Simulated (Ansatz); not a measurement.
## Run report: C32O, nudged elastic band (part 3 of 3)

C32O (defect cell, 33 atoms in the cell); DFT PBE+D3(BJ), scalar-relativistic, plane waves, PAW, no spin polarisation (Ansatz 0.2.0); cutoff 420 eV, 4×4×4 k-mesh, Gaussian smearing of 0.1 eV. The structure derives from a Materials Project entry. It belongs to a series of runs on one base structure; here: climbing-image band for the jump of O by 0.86 A.

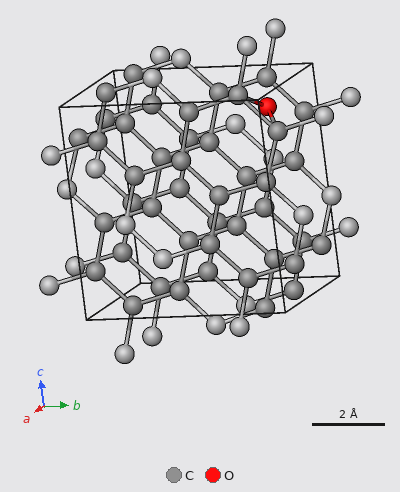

The input geometry (ball-and-stick view of the cell of the calculation, seen slightly off an axis; neighbours outside the cell are drawn fainter). An atom can appear more than once, as a periodic image.

The last band as extended XYZ (Å, eV, eV/Å)
```
33
Lattice="0.0000 0.0000 7.1349 1.2324 6.4036 3.5674 -6.1618 2.1345 3.5674" Properties=species:S:1:pos:R:3:forces:R:3 image=0 energy=-8598.07571
C    -3.6964    3.5538    3.5395   -0.0020  -0.0012  -0.0018
C    -3.6987    3.5740    7.2142   -0.0050   0.0000  -0.0007
C    -4.9314    5.6953    7.0460   -0.0003  -0.0002   0.0005
C    -4.9390    5.6468   10.7720   -0.0010  -0.0027  -0.0009
C     0.0049    1.4086    7.1348   -0.0004  -0.0017  -0.0008
C     0.0061    1.4304    3.5974    0.0013   0.0002   0.0031
C    -1.2334    3.5569    3.5361   -0.0035  -0.0022  -0.0006
C    -1.2422    3.5519    7.2206   -0.0045  -0.0032   0.0011
C    -2.4553    5.6936   10.7322    0.0001   0.0003   0.0034
C    -2.4748    5.7035    7.1348   -0.0021   0.0000  -0.0007
C    -3.6976    7.8263    6.9558    0.0007  -0.0002  -0.0007
C    -3.6648    7.8452   10.5959    0.0088   0.0044  -0.0023
C     0.0018    5.6887    3.4786   -0.0006  -0.0003   0.0006
C    -0.0439    5.7064    7.2046   -0.0035   0.0009  -0.0010
C    -2.4676    1.4255    3.5395   -0.0001  -0.0016  -0.0015
C    -2.4512    1.4133    7.2142   -0.0025  -0.0026  -0.0005
C    -2.4637    2.8466    3.5361    0.0029   0.0022  -0.0010
C    -2.4550    2.8517    7.2208    0.0050   0.0014   0.0007
C    -3.7020    4.9949    7.1349    0.0009   0.0017  -0.0009
C    -3.7032    4.9731   10.7321   -0.0012   0.0011   0.0035
C    -4.9276    2.8428   10.6133    0.0003   0.0006   0.0009
C    -4.9200    2.8912    7.2050    0.0007   0.0026  -0.0010
C    -0.0007    2.8497    3.5395    0.0027  -0.0010  -0.0014
C     0.0015    2.8295    7.2140    0.0048   0.0008  -0.0006
C    -1.2295    4.9780    3.5395    0.0018   0.0032  -0.0014
C    -1.2459    4.9902    7.2139    0.0033   0.0039  -0.0006
C    -2.4666    7.1184    7.0459   -0.0003   0.0002   0.0007
C    -2.4209    7.1006   10.7724    0.0020  -0.0002  -0.0009
C    -4.9290    7.1154    6.9559   -0.0015  -0.0007  -0.0013
C    -4.9619    7.0964   10.5956   -0.0061  -0.0035  -0.0012
C    -1.2418    0.7099    3.5973   -0.0010  -0.0019   0.0032
C    -1.2224    0.7000    7.1349    0.0018  -0.0002  -0.0011
O     0.6165   -1.0672    2.2127   -0.0015  -0.0002   0.0050
33
Lattice="0.0000 0.0000 7.1349 1.2324 6.4036 3.5674 -6.1618 2.1345 3.5674" Properties=species:S:1:pos:R:3:forces:R:3 image=1 energy=-8597.92838
C    -3.6964    3.5573    3.5488    0.0099  -0.0445   0.0352
C    -3.7006    3.5677    7.1756   -0.0033   0.0347   0.0568
C    -4.9313    5.6920    7.0799    0.0094   0.0562  -0.0381
C    -4.9369    5.6561   10.7585   -0.0245  -0.1463  -0.0280
C     0.0033    1.4141    7.1256   -0.0011  -0.0560   0.0480
C     0.0059    1.4275    3.5947    0.0159   0.0236   0.0139
C    -1.2344    3.5564    3.5451    0.0229   0.0132   0.0094
C    -1.2418    3.5521    7.1691   -0.0210  -0.0121   0.0210
C    -2.4579    5.6949   10.7296    0.0284   0.0020   0.0139
C    -2.4708    5.6994    7.1256   -0.0490   0.0271   0.0480
C    -3.6961    7.8271    7.0392   -0.0127  -0.0073  -0.4695
C    -3.6768    7.8383   10.6043    0.0723   0.0418  -0.6740
C    -0.0010    5.6905    3.5124    0.0533  -0.0200  -0.0381
C    -0.0349    5.7036    7.1911   -0.1389   0.0519  -0.0280
C    -2.4646    1.4237    3.5488   -0.0336   0.0308   0.0352
C    -2.4577    1.4149    7.1756    0.0284  -0.0203   0.0568
C    -2.4628    2.8472    3.5451   -0.0229  -0.0132   0.0094
C    -2.4554    2.8514    7.1691    0.0210   0.0122   0.0210
C    -3.7004    4.9894    7.1257    0.0011   0.0560   0.0480
C    -3.7030    4.9760   10.7296   -0.0159  -0.0236   0.0139
C    -4.9276    2.8461   10.6473   -0.0094  -0.0562  -0.0381
C    -4.9220    2.8820    7.1911    0.0247   0.1464  -0.0279
C    -0.0007    2.8463    3.5489   -0.0100   0.0446   0.0352
C     0.0035    2.8359    7.1756    0.0033  -0.0347   0.0568
C    -1.2325    4.9798    3.5489    0.0336  -0.0309   0.0352
C    -1.2394    4.9886    7.1756   -0.0284   0.0202   0.0568
C    -2.4638    7.1166    7.0798   -0.0533   0.0200  -0.0381
C    -2.4299    7.1035   10.7585    0.1392  -0.0519  -0.0279
C    -4.9305    7.1145    7.0392    0.0127   0.0073  -0.4694
C    -4.9498    7.1034   10.6043   -0.0725  -0.0418  -0.6741
C    -1.2393    0.7087    3.5947   -0.0283  -0.0019   0.0139
C    -1.2263    0.7042    7.1257    0.0490  -0.0270   0.0480
O     0.6162   -1.0673    2.1252   -0.0003  -0.0002   1.8744
33
Lattice="0.0000 0.0000 7.1349 1.2324 6.4036 3.5674 -6.1618 2.1345 3.5674" Properties=species:S:1:pos:R:3:forces:R:3 image=2 energy=-8597.31192
C    -3.6965    3.5603    3.5435    0.0249  -0.0193   0.0348
C    -3.6996    3.5638    7.1681   -0.0419   0.0186   0.0364
C    -4.9322    5.6855    7.0808    0.0192   0.1235   0.0005
C    -4.9348    5.6681   10.7591   -0.0334  -0.1586  -0.0244
C     0.0030    1.4188    7.1192   -0.0174  -0.0422   0.0362
C     0.0052    1.4242    3.5911    0.0280   0.0396   0.0185
C    -1.2354    3.5558    3.5423    0.0397   0.0229   0.0010
C    -1.2396    3.5533    7.1647   -0.0505  -0.0292   0.0033
C    -2.4611    5.6959   10.7260    0.0483   0.0044   0.0185
C    -2.4669    5.6968    7.1192   -0.0453   0.0061   0.0362
C    -3.6915    7.8298    7.0791   -0.0463  -0.0268  -0.5862
C    -3.6842    7.8340   10.6629    0.0037   0.0021  -0.9108
C    -0.0070    5.6929    3.5134    0.1165  -0.0452   0.0005
C    -0.0234    5.6994    7.1917   -0.1541   0.0503  -0.0244
C    -2.4620    1.4221    3.5435   -0.0042   0.0313   0.0348
C    -2.4606    1.4177    7.1681   -0.0048  -0.0455   0.0364
C    -2.4617    2.8478    3.5423   -0.0397  -0.0229   0.0010
C    -2.4575    2.8502    7.1647    0.0506   0.0292   0.0033
C    -3.7001    4.9848    7.1192    0.0174   0.0423   0.0361
C    -3.7023    4.9793   10.7259   -0.0280  -0.0396   0.0185
C    -4.9268    2.8525   10.6482   -0.0191  -0.1235   0.0005
C    -4.9242    2.8700    7.1917    0.0336   0.1587  -0.0244
C    -0.0006    2.8432    3.5435   -0.0250   0.0193   0.0348
C     0.0025    2.8398    7.1680    0.0418  -0.0186   0.0363
C    -1.2351    4.9814    3.5435    0.0043  -0.0313   0.0348
C    -1.2365    4.9859    7.1680    0.0049   0.0456   0.0363
C    -2.4577    7.1142    7.0808   -0.1165   0.0452   0.0005
C    -2.4413    7.1077   10.7591    0.1542  -0.0503  -0.0244
C    -4.9351    7.1118    7.0791    0.0463   0.0267  -0.5862
C    -4.9424    7.1076   10.6629   -0.0038  -0.0022  -0.9103
C    -1.2361    0.7076    3.5911   -0.0483  -0.0044   0.0185
C    -1.2302    0.7067    7.1192    0.0453  -0.0061   0.0361
O     0.6162   -1.0672    1.9563   -0.0001  -0.0001   2.5772
33
Lattice="0.0000 0.0000 7.1349 1.2324 6.4036 3.5674 -6.1618 2.1345 3.5674" Properties=species:S:1:pos:R:3:forces:R:3 image=4 energy=-8597.31192
C    -3.6996    3.5638    3.5342   -0.0419   0.0186  -0.0364
C    -3.6965    3.5603    7.1588    0.0249  -0.0193  -0.0348
C    -4.9348    5.6681    7.0780   -0.0334  -0.1586   0.0244
C    -4.9322    5.6855   10.7563    0.0192   0.1235  -0.0005
C     0.0052    1.4242    7.1112    0.0280   0.0396  -0.0185
C     0.0030    1.4188    3.5831   -0.0174  -0.0422  -0.0362
C    -1.2396    3.5533    3.5376   -0.0505  -0.0292  -0.0033
C    -1.2354    3.5558    7.1600    0.0397   0.0229  -0.0010
C    -2.4669    5.6968   10.7179   -0.0453   0.0061  -0.0362
C    -2.4611    5.6959    7.1112    0.0483   0.0044  -0.0185
C    -3.6842    7.8340    7.1742    0.0037   0.0021   0.9108
C    -3.6915    7.8298   10.7581   -0.0463  -0.0268   0.5862
C    -0.0234    5.6994    3.5106   -0.1541   0.0503   0.0244
C    -0.0070    5.6929    7.1889    0.1165  -0.0452  -0.0005
C    -2.4606    1.4177    3.5342   -0.0048  -0.0455  -0.0364
C    -2.4620    1.4221    7.1588   -0.0042   0.0313  -0.0348
C    -2.4575    2.8502    3.5376    0.0506   0.0292  -0.0033
C    -2.4617    2.8478    7.1600   -0.0397  -0.0229  -0.0010
C    -3.7023    4.9793    7.1112   -0.0280  -0.0396  -0.0185
C    -3.7001    4.9848   10.7179    0.0174   0.0423  -0.0361
C    -4.9242    2.8700   10.6454    0.0336   0.1587   0.0244
C    -4.9268    2.8525    7.1889   -0.0191  -0.1235  -0.0005
C     0.0025    2.8398    3.5342    0.0418  -0.0186  -0.0363
C    -0.0006    2.8432    7.1588   -0.0250   0.0193  -0.0348
C    -1.2365    4.9859    3.5342    0.0049   0.0456  -0.0363
C    -1.2351    4.9814    7.1588    0.0043  -0.0313  -0.0348
C    -2.4413    7.1077    7.0780    0.1542  -0.0503   0.0244
C    -2.4577    7.1142   10.7563   -0.1165   0.0452  -0.0005
C    -4.9424    7.1076    7.1742   -0.0038  -0.0022   0.9103
C    -4.9351    7.1118   10.7581    0.0463   0.0267   0.5862
C    -1.2302    0.7067    3.5831    0.0453  -0.0061  -0.0361
C    -1.2361    0.7076    7.1112   -0.0483  -0.0044  -0.0185
O     0.6162   -1.0672    1.6111   -0.0001  -0.0001  -2.5772
33
Lattice="0.0000 0.0000 7.1349 1.2324 6.4036 3.5674 -6.1618 2.1345 3.5674" Properties=species:S:1:pos:R:3:forces:R:3 image=5 energy=-8597.92838
C    -3.7006    3.5677    3.5267   -0.0033   0.0347  -0.0568
C    -3.6964    3.5573    7.1534    0.0099  -0.0445  -0.0352
C    -4.9369    5.6561    7.0787   -0.0245  -0.1463   0.0280
C    -4.9313    5.6920   10.7573    0.0094   0.0562   0.0381
C     0.0059    1.4275    7.1076    0.0159   0.0236  -0.0139
C     0.0033    1.4141    3.5766   -0.0011  -0.0560  -0.0480
C    -1.2418    3.5521    3.5332   -0.0210  -0.0121  -0.0210
C    -1.2344    3.5564    7.1572    0.0229   0.0132  -0.0094
C    -2.4708    5.6994   10.7115   -0.0490   0.0271  -0.0480
C    -2.4579    5.6949    7.1076    0.0284   0.0020  -0.0139
C    -3.6768    7.8383    7.2328    0.0723   0.0418   0.6740
C    -3.6961    7.8271   10.7979   -0.0127  -0.0073   0.4695
C    -0.0349    5.7036    3.5112   -0.1389   0.0519   0.0280
C    -0.0010    5.6905    7.1898    0.0533  -0.0200   0.0381
C    -2.4577    1.4149    3.5267    0.0284  -0.0203  -0.0568
C    -2.4646    1.4237    7.1534   -0.0336   0.0308  -0.0352
C    -2.4554    2.8514    3.5332    0.0210   0.0122  -0.0210
C    -2.4628    2.8472    7.1572   -0.0229  -0.0132  -0.0094
C    -3.7030    4.9760    7.1076   -0.0159  -0.0236  -0.0139
C    -3.7004    4.9894   10.7115    0.0011   0.0560  -0.0480
C    -4.9220    2.8820   10.6461    0.0247   0.1464   0.0279
C    -4.9276    2.8461    7.1899   -0.0094  -0.0562   0.0381
C     0.0035    2.8359    3.5267    0.0033  -0.0347  -0.0568
C    -0.0007    2.8463    7.1534   -0.0100   0.0446  -0.0352
C    -1.2394    4.9886    3.5267   -0.0284   0.0202  -0.0568
C    -1.2325    4.9798    7.1534    0.0336  -0.0309  -0.0352
C    -2.4299    7.1035    7.0786    0.1392  -0.0519   0.0279
C    -2.4638    7.1166   10.7573   -0.0533   0.0199   0.0381
C    -4.9498    7.1034    7.2328   -0.0725  -0.0418   0.6741
C    -4.9305    7.1145   10.7979    0.0127   0.0073   0.4694
C    -1.2263    0.7042    3.5766    0.0490  -0.0270  -0.0480
C    -1.2393    0.7087    7.1076   -0.0283  -0.0019  -0.0139
O     0.6162   -1.0673    1.4422   -0.0003  -0.0002  -1.8744
33
Lattice="0.0000 0.0000 7.1349 1.2324 6.4036 3.5674 -6.1618 2.1345 3.5674" Properties=species:S:1:pos:R:3:forces:R:3 image=6 energy=-8598.07571
C    -3.6987    3.5740    3.4881   -0.0050   0.0000   0.0007
C    -3.6964    3.5538    7.1628   -0.0020  -0.0012   0.0018
C    -4.9390    5.6468    7.0651   -0.0010  -0.0027   0.0009
C    -4.9314    5.6953   10.7911   -0.0003  -0.0002  -0.0005
C     0.0061    1.4304    7.1049    0.0013   0.0002  -0.0031
C     0.0049    1.4086    3.5675   -0.0004  -0.0017   0.0008
C    -1.2422    3.5519    3.4816   -0.0045  -0.0032  -0.0011
C    -1.2334    3.5569    7.1662   -0.0035  -0.0022   0.0006
C    -2.4748    5.7035   10.7024   -0.0021   0.0000   0.0007
C    -2.4553    5.6936    7.1049    0.0001   0.0003  -0.0034
C    -3.6648    7.8452    7.2412    0.0088   0.0044   0.0023
C    -3.6976    7.8263   10.8813    0.0007  -0.0002   0.0007
C    -0.0439    5.7064    3.4977   -0.0035   0.0009   0.0010
C     0.0018    5.6887    7.2237   -0.0006  -0.0003  -0.0006
C    -2.4512    1.4133    3.4881   -0.0025  -0.0026   0.0005
C    -2.4676    1.4255    7.1628   -0.0001  -0.0016   0.0015
C    -2.4550    2.8517    3.4815    0.0050   0.0014  -0.0007
C    -2.4637    2.8466    7.1662    0.0029   0.0022   0.0010
C    -3.7032    4.9731    7.1050   -0.0012   0.0011  -0.0035
C    -3.7020    4.9949   10.7022    0.0009   0.0017   0.0009
C    -4.9200    2.8912   10.6322    0.0007   0.0026   0.0010
C    -4.9276    2.8428    7.2238    0.0003   0.0006  -0.0009
C     0.0015    2.8295    3.4883    0.0048   0.0008   0.0006
C    -0.0007    2.8497    7.1627    0.0027  -0.0010   0.0014
C    -1.2459    4.9902    3.4883    0.0033   0.0039   0.0006
C    -1.2295    4.9780    7.1628    0.0018   0.0032   0.0014
C    -2.4209    7.1006    7.0648    0.0020  -0.0002   0.0009
C    -2.4666    7.1184   10.7912   -0.0003   0.0002  -0.0007
C    -4.9619    7.0964    7.2416   -0.0061  -0.0035   0.0012
C    -4.9290    7.1154   10.8812   -0.0015  -0.0007   0.0013
C    -1.2224    0.7000    3.5674    0.0018  -0.0002   0.0011
C    -1.2418    0.7099    7.1050   -0.0010  -0.0019  -0.0032
O     0.6165   -1.0672    1.3547   -0.0015  -0.0002  -0.0050
```

Results in brief

```csv
quantity,value
outcome,converged
"barrier, forward",1.100 eV
"barrier, backward",1.100 eV
electrons treated,134
wall time,23 min (CPU time 63 min)
peak memory,4.3 GiB
```

Notes

The order of the saddle point was not checked.
